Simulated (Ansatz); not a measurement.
Take the following structure.

```
Ti O
1.0
     4.55637    0.00000    0.00000
     0.00000    5.50918    0.00000
     0.00000    0.00000    4.94716
Ti O
4 8
Direct
  0.50000 0.66859 0.75000
  0.00000 0.83141 0.25000
  0.50000 0.33141 0.25000
  0.00000 0.16859 0.75000
  0.72759 0.61637 0.08095
  0.22759 0.88363 0.91905
  0.77241 0.88363 0.58095
  0.27241 0.61637 0.41905
  0.72759 0.38363 0.58095
  0.22759 0.11637 0.41905
  0.77241 0.11637 0.08095
  0.27241 0.38363 0.91905
```

What does this file describe?

The solid is TiO$_{2}$. The space group is Pbcn (No. 60); the lattice is primitive orthorhombic. The cell comprises 4 formula units: 4 Ti, 8 O. The Ti atoms are each bonded to six O in a distorted octahedral arrangement at 1.91 to 2.06 Å. The neighbours of O are three Ti at 1.91 to 2.06 Å. Not all metal-metal contacts are counted. The bonds build a three-dimensional framework.

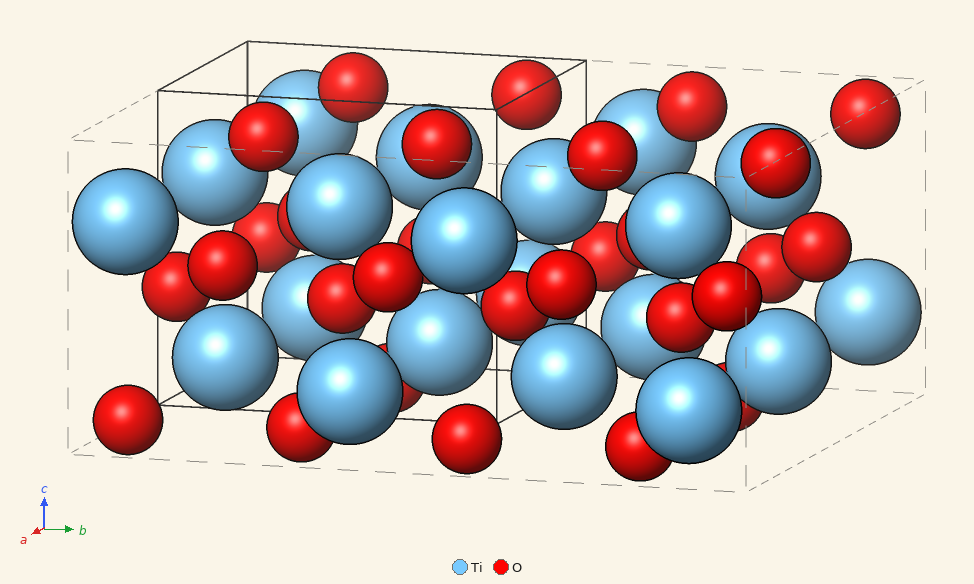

A spheres-only rendering, viewed slightly off an axis. A block of 2×2×1 cells is shown, with one conventional unit cell in solid outline. Colours: titanium blue, oxygen red.

Provenance: a structure listed in the Materials Project. Earlier steps of the study, as a rule a relaxation of our own, may have changed the cell and positions, so they can lie some per cent off the listed ones. A calculation with Ansatz used it as input.
